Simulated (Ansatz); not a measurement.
Ti

```xyz
2
Lattice="1.4692 -2.5448 0.0000 0.0000 0.0000 4.6506 -2.9385 0.0000 0.0000" Properties=species:S:1:pos:R:3 pbc="T T T"
Ti   -1.3632   -0.7422    1.1627
Ti   -0.1061   -1.8026    3.4880
```

Space group P2₁/m; not relaxed (largest force 0.3 eV/Å); computed without spin polarisation.

Theory: Ansatz, DFT PBE, scalar-relativistic, plane waves, PAW.

In a PAW calculation such maps are meaningful between the atoms, not at the nuclei.

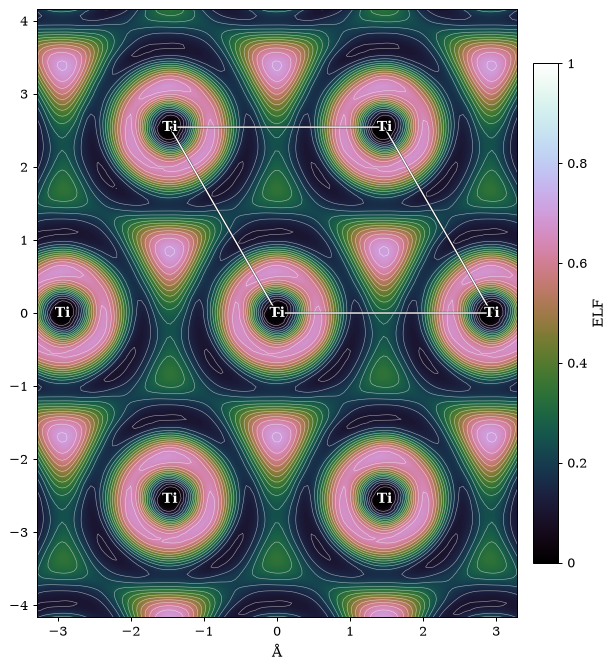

Figure 1. ELF on the (010) plane of the conventional cell.

> Describe what can be read from this map.

Atoms in the plane: Ti.
Ti–Ti (2.94 Å): the ELF is about 0.25 at the midpoint: no localised pair shows between them.
The ELF has a maximum of about 0.70 in the space between the atoms, on no atom or two-centre bond.
The features right at Ti lie inside the PAW spheres, where the map follows smoothed inner orbitals and isn't to be read closely.

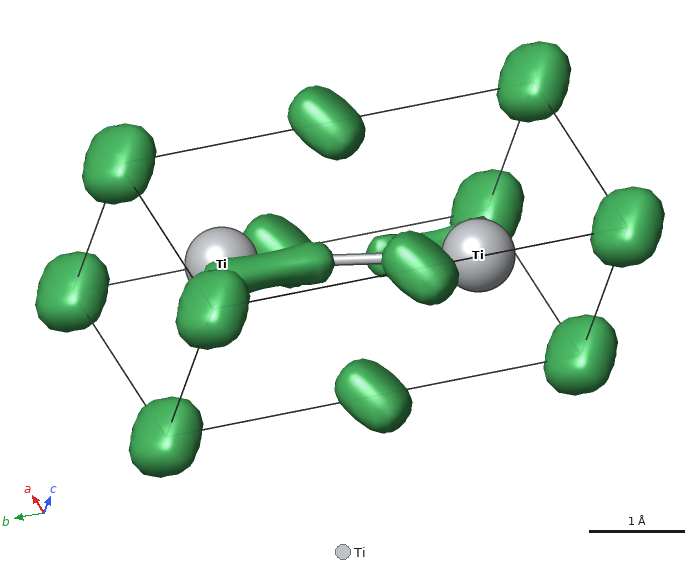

Figure 2. Isosurface of the electron localisation function at 0.65 (green), seen at an oblique angle. Core shells and regions of very low density are left out. Sticks mark near contacts.

> Where are the electrons localised?

At this value the surface marks out four pockets between the atoms, centred on no nucleus (multi-centre or interstitial), counted in one cell of 2 atoms. Any copies at cell faces, edges or corners count once. There are no localised bonds or lone pairs at this value. Profiles from the grid: Ti–Ti (2.77 Å): the ELF is about 0.15 at the midpoint; no shared electron pair shows on this line. Ti–Ti (2.85 Å): the ELF is about 0.20 at the midpoint; no shared electron pair shows on this line.

> Metal or insulator at this level of theory?

It is metallic or semimetallic at this level of theory: no gap opens.
